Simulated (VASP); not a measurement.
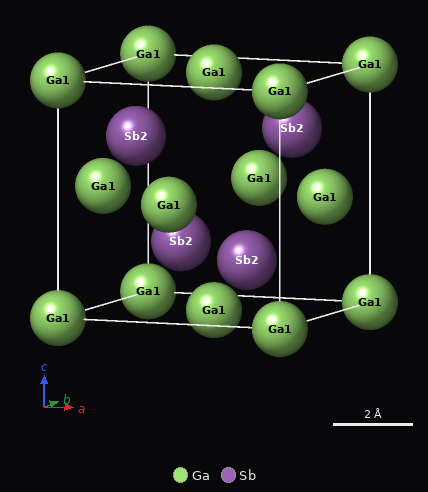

**Figure 1.** The input geometry (spheres-only view of the cell 4 times as large as that of the calculation, set on its symmetry axes, seen slightly off an axis; atoms are numbered from 1 in the order of the input).

# Band-structure run, with input and output: GaSb

System: GaSb (2 atoms in the cell).
Method: Kohn-Sham DFT of a periodic cell, PBE, VASP PAW PBE potentials, recommended, no spin polarisation (VASP 6.6.1).

The structure derives from an entry of the Crystallography Open Database.

OSZICAR
```
N       E                     dE             d eps       ncg     rms          rms(c)
DAV:   1     0.845860824924E+02    0.84586E+02   -0.85121E+03   520   0.136E+03
DAV:   2    -0.408541756057E+00   -0.84995E+02   -0.81877E+02   624   0.314E+02
DAV:   3    -0.724879038816E+01   -0.68402E+01   -0.68276E+01   624   0.663E+01
DAV:   4    -0.737417067692E+01   -0.12538E+00   -0.12537E+00   640   0.101E+01
DAV:   5    -0.737679698508E+01   -0.26263E-02   -0.26263E-02   664   0.135E+00    0.320E+00
DAV:   6    -0.733154071181E+01    0.45256E-01   -0.64347E-02   776   0.395E+00    0.192E+00
DAV:   7    -0.731811673955E+01    0.13424E-01   -0.39947E-02   576   0.158E+00    0.358E-01
DAV:   8    -0.731916471373E+01   -0.10480E-02   -0.45890E-03   688   0.771E-01    0.885E-02
DAV:   9    -0.731968157297E+01   -0.51686E-03   -0.70632E-04   600   0.222E-01    0.353E-02
DAV:  10    -0.731971370209E+01   -0.32129E-04   -0.40589E-05   672   0.440E-02    0.948E-03
DAV:  11    -0.731973590447E+01   -0.22202E-04   -0.29378E-05   576   0.316E-02    0.829E-03
DAV:  12    -0.731973650619E+01   -0.60171E-06   -0.14352E-06   640   0.861E-03
   1 F= -.73197365E+01 E0= -.73196636E+01  d E =-.145725E-03
       N       E                     dE             ncg
DAV:   1     0.327385668100E+03   -0.30962E+04      192
DAV:   2    -0.134006804319E+03   -0.46139E+03      232
DAV:   3    -0.167151698482E+03   -0.33145E+02      216
DAV:   4    -0.167725254757E+03   -0.57356E+00      288
DAV:   5    -0.167738539179E+03   -0.13284E-01      232
DAV:   6    -0.167739191765E+03   -0.65259E-03      320
DAV:   7    -0.167739193997E+03   -0.22317E-05      224
DAV:   8    -0.167739194044E+03   -0.47313E-07      240
```

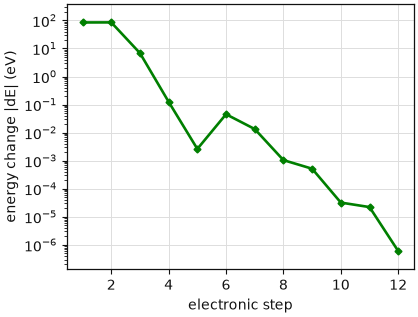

**Figure 2.** Convergence of the self-consistent field: energy change |dE| against the electronic step. It takes 12 electronic steps. The density is held fixed in the first few steps, and dE rises again when its update begins.

Parts of OUTCAR
```
SYSTEM = GaSb
   EDIFF = 1E-6
   ENCUT = 520
   GGA = PE
   ISIF = 2
   ISMEAR = 0
   LASPH = .True.
   LREAL = .False.
   NELM = 80
   PREC = Accurate

 ion  position               nearest neighbor table
   1  0.000  0.000  0.000-   2 2.65   2 2.65   2 2.65   2 2.65
   2  0.250  0.250  0.250-   1 2.65   1 2.65   1 2.65   1 2.65

  LATTYP: Found a face centered cubic cell.
 ALAT       =     6.1147954868

  Lattice vectors:

 A1 = (   0.0000000000,   3.0573977434,   3.0573977434)
 A2 = (   3.0573977434,   0.0000000000,   3.0573977434)
 A3 = (   3.0573977434,   3.0573977434,   0.0000000000)

Analysis of symmetry for initial positions (statically):
=====================================================================
 Subroutine PRICEL returns:
 Original cell was already a primitive cell.

 Routine SETGRP: Setting up the symmetry group for a
 face centered cubic supercell.

 Subroutine GETGRP returns: Found 24 space group operations
 (whereof 24 operations were pure point group operations)
 out of a pool of 48 trial point group operations.

The static configuration has the point symmetry T_d .

Analysis of symmetry for dynamics (positions and initial velocities):
=====================================================================
 Subroutine PRICEL returns:
 Original cell was already a primitive cell.

 Routine SETGRP: Setting up the symmetry group for a
 face centered cubic supercell.

 Subroutine GETGRP returns: Found 24 space group operations
 (whereof 24 operations were pure point group operations)
 out of a pool of 48 trial point group operations.

The dynamic configuration has the point symmetry T_d .

 Subroutine INISYM returns: Found 24 space group operations
 (whereof 24 operations are pure point group operations),
 and found     1 'primitive' translations

----------------------------------------------------------------------------------------

                                     Primitive cell

  volume of cell :      57.1592

  direct lattice vectors                    reciprocal lattice vectors
     0.000000000  3.057397743  3.057397743    -0.163537767  0.163537767  0.163537767
     3.057397743  0.000000000  3.057397743     0.163537767 -0.163537767  0.163537767
     3.057397743  3.057397743  0.000000000     0.163537767  0.163537767 -0.163537767

  length of vectors
     4.323813354  4.323813354  4.323813354     0.283255722  0.283255722  0.283255722

  position of ions in fractional coordinates (direct lattice)
     0.000000000  0.000000000  0.000000000
     0.250000000  0.250000000  0.250000000

  ion indices of the primitive-cell ions
   primitive index   ion index
                 1           1
                 2           2

----------------------------------------------------------------------------------------

 KPOINTS: k-points

Automatic generation of k-mesh.
 Grid dimensions read from file:
 generate k-points for:    6    6    6

 Generating k-lattice:

  Cartesian coordinates                     Fractional coordinates (reciprocal lattice)
    -0.027256295  0.027256295  0.027256295     0.166666667  0.000000000  0.000000000
     0.027256295 -0.027256295  0.027256295     0.000000000  0.166666667  0.000000000
     0.027256295  0.027256295 -0.027256295     0.000000000  0.000000000  0.166666667

  Length of vectors
     0.047209287  0.047209287  0.047209287

  Shift w.r.t. Gamma in fractional coordinates (k-lattice)
     0.000000000  0.000000000  0.000000000

 Subroutine IBZKPT returns following result:
 ===========================================

 Found     16 irreducible k-points:

 Following reciprocal coordinates:
            Coordinates               Weight
  0.000000  0.000000  0.000000      1.000000
  0.166667  0.000000  0.000000      8.000000
  0.333333  0.000000  0.000000      8.000000
  0.500000  0.000000  0.000000      4.000000
  0.166667  0.166667  0.000000      6.000000
  0.333333  0.166667  0.000000     24.000000
  0.500000  0.166667  0.000000     24.000000
 -0.333333  0.166667  0.000000     24.000000
 -0.166667  0.166667  0.000000     12.000000
  0.333333  0.333333  0.000000      6.000000
  0.500000  0.333333  0.000000     24.000000
 -0.333333  0.333333  0.000000     12.000000
  0.500000  0.500000  0.000000      3.000000
  0.500000  0.333333  0.166667     24.000000
 -0.333333  0.333333  0.166667     24.000000
 -0.333333  0.500000  0.166667     12.000000
   k-points           NKPTS =     16   k-points in BZ     NKDIM =     16   number of bands    NBANDS=     16
   number of dos      NEDOS =    301   number of ions     NIONS =      2
   total plane-waves  NPLWV =  32768
   dimension x,y,z NGX =    32 NGY =   32 NGZ =   32
   dimension x,y,z NGXF=    64 NGYF=   64 NGZF=   64
   ions per type =               1   1
   NGX,Y,Z   is equivalent  to a cutoff of  12.30, 12.30, 12.30 a.u.
   NGXF,Y,Z  is equivalent  to a cutoff of  24.61, 24.61, 24.61 a.u.
 SYSTEM =  GaSb
   PREC   = accura    normal or accurate (medium, high low for compatibility)
   ISTART =      0    job   : 0-new  1-cont  2-samecut
   ICHARG =      2    charge: 1-file 2-atom 10-const
   ISPIN  =      1    spin polarized calculation?
   LNONCOLLINEAR =      F non collinear calculations
   LSORBIT =      F    spin-orbit coupling
   LASPH  =      T    aspherical Exc in radial PAW
   ENCUT  =  520.0 eV  38.22 Ry    6.18 a.u.   8.04  8.04  8.04*2*pi/ulx,y,z
   NELM   =     80;   NELMIN=  2; NELMDL= -5     # of ELM steps
   EDIFF  = 0.1E-05   stopping-criterion for ELM
   LREAL  =      F    real-space projection
   EDIFFG = 0.1E-04   stopping-criterion for IOM
   NSW    =      0    number of steps for IOM
   IBRION =     -1    ionic relax: 0-MD 1-quasi-New 2-CG
   NFREE  =      0    steps in history (QN), initial steepest desc. (CG)
   ISIF   =      2    stress and relaxation
   ISYM   =      2    0-nonsym 1-usesym 2-fastsym
   POTIM  = 0.5000    time-step for ionic-motion
   TEBEG  =    0.0;   TEEND  =   0.0 temperature during run
   PSTRESS=    0.0 pullay stress
   NELECT =      18.0000    total number of electrons
   NUPDOWN=      -1.0000    fix difference up-down
   EMIN   =  10.00;   EMAX   =-10.00  energy-range for DOS
   EFERMI =   0.00;   METHOD = LEGACY
   ISMEAR =     0;   SIGMA  =   0.03  broadening in eV -4-tet -1-fermi 0-gaus
   EFERMI_NEDOS =   21; number of points for ismear=-14 and -15
   IALGO  =     38    algorithm
   IMIX   =      4    mixing-type and parameters
     AMIX     =   0.40;   BMIX     =  1.00
     AMIX_MAG =   1.60;   BMIX_MAG =  1.00
  volume/ion in A,a.u.               =      28.58       192.86
  Fermi-wavevector in a.u.,A,eV,Ry     =   1.113791  2.104760 16.878442  1.240531
  Thomas-Fermi vector in A             =   2.250379
   LORBIT       =      0    0 simple, 1 ext, 2 COOP (PROOUT), +10 PAW based schemes
   GGA     = PE    functional components
   LHFCALC =     F    Hartree Fock is set to
   AEXX    =    0.0000 exact exchange contribution
   IVDW    =     0    specifies the selected vdW correction
   LEPSILON=     F    determine dielectric tensor
   LRPA    =     F    only Hartree local field effects (RPA)
 non-spin polarized calculation
 Gauss-broadening in eV      SIGMA  =   0.03
  energy-cutoff  :      520.00
  volume of cell :       57.16
 maximum number of plane-waves:      1572
   NGX = 17   NGY = 17   NGZ = 17

 number of electron      17.9999985 magnetization

 Free energy of the ion-electron system (eV)
  ---------------------------------------------------
  ext. energy  EPLUGINS =         0.00000000
  ---------------------------------------------------
  free energy    TOTEN  =        -7.31973651 eV

  energy without entropy =       -7.31959078  energy(sigma->0) =       -7.31966364

 E-fermi :   4.9242     XC(G=0):  -9.0905     alpha+bet :-10.1002

 val. band max:        4.8940862981   @ k =   0.0000   0.0000   0.0000
 cond. band min:       4.9396954931   @ k =   0.0000   0.0000   0.0000
 fundamental gap:      0.0456091950
 Fermi energy:         4.9242295449

 k-point     1 :       0.0000    0.0000    0.0000
  band No.  band energies     occupation
      1     -10.1537      2.00000
      2     -10.1537      2.00000
      3     -10.1537      2.00000
      4     -10.1040      2.00000
      5     -10.1040      2.00000
      6      -6.5935      2.00000
      7       4.8941      1.84470
      8       4.8941      1.84467
      9       4.8941      1.84467
     10       4.9397      0.46596
     11       7.6646      0.00000
     12       7.6646      0.00000
     13       7.6646      0.00000
     14      10.7034      0.00000
     15      13.4851      0.00000
     16      13.4851      0.00000

 k-point     2 :       0.1667    0.0000    0.0000
  band No.  band energies     occupation
      1     -10.1608      2.00000
      2     -10.1507      2.00000
      3     -10.1507      2.00000
      4     -10.1043      2.00000
      5     -10.1043      2.00000
      6      -6.3110      2.00000
      7       2.1881      2.00000
      8       4.4897      2.00000
      9       4.4897      2.00000
     10       5.9083      0.00000
     11       8.2076      0.00000
     12       8.2076      0.00000
     13       8.8500      0.00000
     14      11.9378      0.00000
     15      12.4960      0.00000
     16      12.4960      0.00000

 k-point     3 :       0.3333    0.0000    0.0000
  band No.  band energies     occupation
      1     -10.1746      2.00000
      2     -10.1453      2.00000
      3     -10.1453      2.00000
      4     -10.1042      2.00000
      5     -10.1042      2.00000
      6      -5.5576      2.00000
      7      -0.2889      2.00000
      8       3.9449      2.00000
      9       3.9449      2.00000
     10       5.4884      0.00000
     11       8.6558      0.00000
     12       8.6559      0.00000
     13      11.3385      0.00000
     14      11.9407      0.00000
     15      12.9990      0.00000
     16      12.9990      0.00000

 k-point     4 :       0.5000    0.0000    0.0000
  band No.  band energies     occupation
      1     -10.1814      2.00000
      2     -10.1430      2.00000
      3     -10.1430      2.00000
      4     -10.1037      2.00000
      5     -10.1037      2.00000
      6      -4.9641      2.00000
      7      -1.4820      2.00000
      8       3.7359      2.00000
      9       3.7359      2.00000
     10       5.2982      0.00000
     11       8.6374      0.00000
     12       8.6374      0.00000
     13      11.3596      0.00000
     14      14.2693      0.00000
     15      14.7900      0.00000
     16      14.7900      0.00000

 k-point     5 :       0.1667    0.1667    0.0000
  band No.  band energies     occupation
      1     -10.1662      2.00000
      2     -10.1477      2.00000
      3     -10.1477      2.00000
      4     -10.1065      2.00000
      5     -10.1030      2.00000
      6      -6.2145      2.00000
      7       2.1524      2.00000
      8       3.8655      2.00000
      9       3.8655      2.00000
     10       6.5493      0.00000
     11       7.5776      0.00000
     12       9.1744      0.00000
     13       9.1744      0.00000
     14      11.2322      0.00000
     15      12.4606      0.00000
     16      13.8411      0.00000

 [... the levels of 10 k-points are left out ...]

 k-point    16 :      -0.3333    0.5000    0.1667
  band No.  band energies     occupation
      1     -10.1939      2.00000
      2     -10.1348      2.00000
      3     -10.1304      2.00000
      4     -10.1119      2.00000
      5     -10.1023      2.00000
      6      -4.0966      2.00000
      7      -1.8337      2.00000
      8       1.7023      2.00000
      9       1.8757      2.00000
     10       7.4541      0.00000
     11       7.7250      0.00000
     12      10.9550      0.00000
     13      11.0190      0.00000
     14      14.8329      0.00000
     15      14.9306      0.00000
     16      16.2684      0.00000

------------------------ aborting loop because EDIFF is reached ----------------------------------------

  FORCE on cell =-STRESS in cart. coord.  units (eV):
  Direction    XX          YY          ZZ          XY          YZ          ZX
  --------------------------------------------------------------------------------------
  -------------------------------------------------------------------------------------
  Total        0.8841872      0.8841872      0.8841872     -0.0000000      0.0000000     -0.0000000
  in kB       24.7838619     24.7838619     24.7838619     -0.0000000      0.0000000     -0.0000000
  external PRESSURE =      24.7838619 kB  Pullay stress =       0.0000000 kB

 VOLUME and BASIS-vectors are now :
 -----------------------------------------------------------------------------
  energy-cutoff  :      520.00
  volume of cell :       57.16
      direct lattice vectors                 reciprocal lattice vectors
     0.000000000  3.057397743  3.057397743    -0.163537767  0.163537767  0.163537767
     3.057397743  0.000000000  3.057397743     0.163537767 -0.163537767  0.163537767
     3.057397743  3.057397743  0.000000000     0.163537767  0.163537767 -0.163537767

 POSITION                                       TOTAL-FORCE (eV/Angst)
 -----------------------------------------------------------------------------------
      0.00000      0.00000      0.00000        -0.000000     -0.000000     -0.000000
      1.52870      1.52870      1.52870         0.000000      0.000000      0.000000
 -----------------------------------------------------------------------------------
    total drift:                                0.000002      0.000002      0.000002

  FREE ENERGIE OF THE ION-ELECTRON SYSTEM (eV)
  ---------------------------------------------------
  free  energy   TOTEN  =        -7.3197365062 eV

  energy  without entropy=       -7.3195907809  energy(sigma->0) =       -7.31966364
```

CONTCAR
```
GaSb
   1.00000000000000
     0.0000000000000000    3.0573977434000001    3.0573977434000001
     3.0573977434000001    0.0000000000000000    3.0573977434000001
     3.0573977434000001    3.0573977434000001    0.0000000000000000
  Ga              Sb
     1     1
Direct
     0.0000000000000000    0.0000000000000000    0.0000000000000000
     0.2500000000000000    0.2500000000000000    0.2500000000000000

  0.00000000E+00  0.00000000E+00  0.00000000E+00
  0.00000000E+00  0.00000000E+00  0.00000000E+00
```

The run was set up as follows.

INCAR
```
SYSTEM = GaSb
ALGO = Normal ; EDIFF = 1E-6
ENCUT = 520 ; GGA = PE
ISIF = 2 ; ISMEAR = 0
KPAR = 4 ; LASPH = .True.
LCHARG = .False. ; LREAL = .False.
LWAVE = .False. ; NBANDS = 16
NELM = 80 ; PREC = Accurate
SIGMA = 0.03
```

KPOINTS
```
k-points
0
Gamma
  6 6 6
  0 0 0
```

KPOINTS_OPT
```
explicit points
6
Reciprocal
 0.0000000000  0.0000000000  0.0000000000 1
 0.3750000000  0.3750000000  0.7500000000 1
 0.5000000000  0.5000000000  0.5000000000 1
 0.6250000000  0.2500000000  0.6250000000 1
 0.5000000000  0.2500000000  0.7500000000 1
 0.5000000000  0.0000000000  0.5000000000 1
```

POSCAR
```
GaSb                                    
1.0
   -0.0000000000      3.0573977434      3.0573977434
    3.0573977434      0.0000000000      3.0573977434
    3.0573977434      3.0573977434      0.0000000000
  Ga              Sb            
     1     1
Direct
     1.0000000000000000    0.0000000000000000    0.0000000000000000
     0.2500000000000000    0.2500000000000000    0.2500000000000000
```

Launch command:
```bash
cat potpaw_PBE.64/Ga_d/POTCAR potpaw_PBE.64/Sb/POTCAR > POTCAR
mpirun -np 4 vasp_std > vasp.out
```

Results in brief

| quantity | value |
| --- | --- |
| outcome | converged |
| space group (tolerance 0.01 Å) | F-43m (216) |
| electrons treated | 18 |
| free energy | −7.3197 eV |
| Fermi energy of the self-consistent step | 4.924 eV |
| gap on the k-point mesh | 0.05 eV |
| gap on the band path | 0.05 eV |
| pressure | 2.48 GPa |
| largest force (length of the vector) | under 0.001 eV/Å |
| hardware | 4 threads of Intel Xeon (Granite Rapids), 192 GiB of memory available, shared host |
| wall time | 5.6 s (CPU time 19 s) |
| peak memory | 0.18 GiB |
